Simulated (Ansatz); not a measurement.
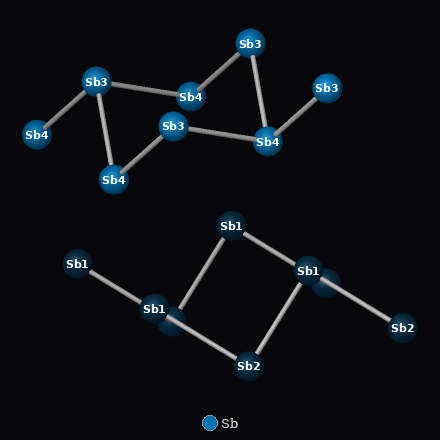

The system is a bilayer of two Sb sheets of the honeycomb type, the upper one turned by 180 degrees about the normal (4 atoms in the cell); the picture shows the structure at the first grid point; the lower layer is drawn fainter. 
- The upper layer of a bilayer is slid over the lower one; relaxed at each slide: nothing; the origin of the map has Sb4 above Sb1; the distance between the facing planes is held at 3.85 Å.
- Places are given modulo a cell vector. The map is drawn in real space over the plane of the slide.
- The grid has 9 × 9 points; 12 points were computed and 69 follow by symmetry.
- All energies are given in mJ/m² relative to the lowest grid point.
- At a held distance the lowest stacking need not be the one that binds best once the distance relaxes.
- These are results of Ansatz 0.2.0, DFT PBE+D3(BJ), scalar-relativistic, plane waves, PAW, not measurements. Settings: cutoff 420 eV, k-mesh 9×9×1, gaussian smearing 0.05 eV, no spin polarisation.

Its coordinates:

```yaml
crystal:
  lattice:
    - [4.06869, 0.00000, 0.00000]
    - [-2.03434, 3.52358, 0.00000]
    - [0.00000, 0.00000, 20.80003]
  atoms:
    - { symbol: Sb, position: [0.33334, 0.66668, 0.29567] }
    - { symbol: Sb, position: [0.66665, 0.33333, 0.21635] }
    - { symbol: Sb, position: [0.66665, 0.33333, 0.56010] }
    - { symbol: Sb, position: [0.33334, 0.66668, 0.48077] }
```

Range: slide of the upper layer along the first cell vector from 0.000 to 0.889; slide of the upper layer along the second cell vector from 0.000 to 0.889.

Q: Predict the map.

A: The lowest grid point is at (3/9, 6/9) of the cell vectors; the map holds 2 wells of about this depth. No other kind of well shows on this grid. The highest grid point, (0/9, 0/9) of the cell vectors, lies 96 mJ/m² above the lowest. On the interpolated surface the easiest way out of the lowest well to a well of about the same depth near (6/9, 3/9) of the cell vectors passes a barrier of about 8.2 mJ/m². Facing atoms of the upper layer at the lowest point: Sb above Sb of a deeper plane; at the highest: Sb above Sb.

| second ↓, first → | 0/9 | 1/9 | 2/9 | 3/9 | 4/9 | 5/9 | 6/9 | 7/9 | 8/9 |
| --- | --- | --- | --- | --- | --- | --- | --- | --- | --- |
| 8/9 | 85 | 65 | 37 | 15 | 6 | 15 | 37 | 65 | 85 |
| 7/9 | 57 | 37 | 17 | 4 | 4 | 17 | 37 | 57 | 65 |
| 6/9 | 28 | 15 | 4 | 0 | 4 | 15 | 28 | 37 | 37 |
| 5/9 | 11 | 6 | 4 | 4 | 6 | 11 | 15 | 17 | 15 |
| 4/9 | 11 | 15 | 17 | 15 | 11 | 6 | 4 | 4 | 6 |
| 3/9 | 28 | 37 | 37 | 28 | 15 | 4 | 0 | 4 | 15 |
| 2/9 | 57 | 65 | 57 | 37 | 17 | 4 | 4 | 17 | 37 |
| 1/9 | 85 | 85 | 65 | 37 | 15 | 6 | 15 | 37 | 65 |
| 0/9 | 96 | 85 | 57 | 28 | 11 | 11 | 28 | 57 | 85 |

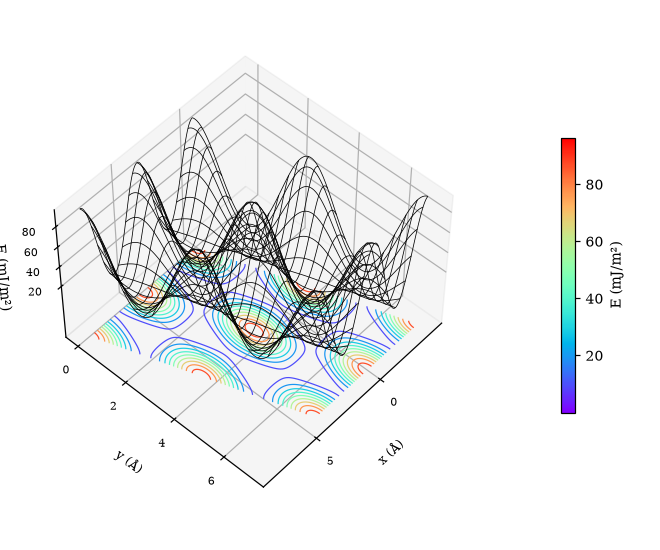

In the figure: a relief with its contours projected below, any walls above the top of the colour scale cut off. Between grid points the surface is interpolated.

Each point was launched as `ansatz run input.yaml --threads 1 --pin off --max-ram 3072MiB --backend cpu --events-out ev --progress --plain --runs-dir out`. The whole map (12 points run) took 6.7 min on 1 thread of Intel(R) Xeon(R) Platinum 8259CL CPU @ 2.50GHz (Skylake/Cascade Lake), on a shared host.
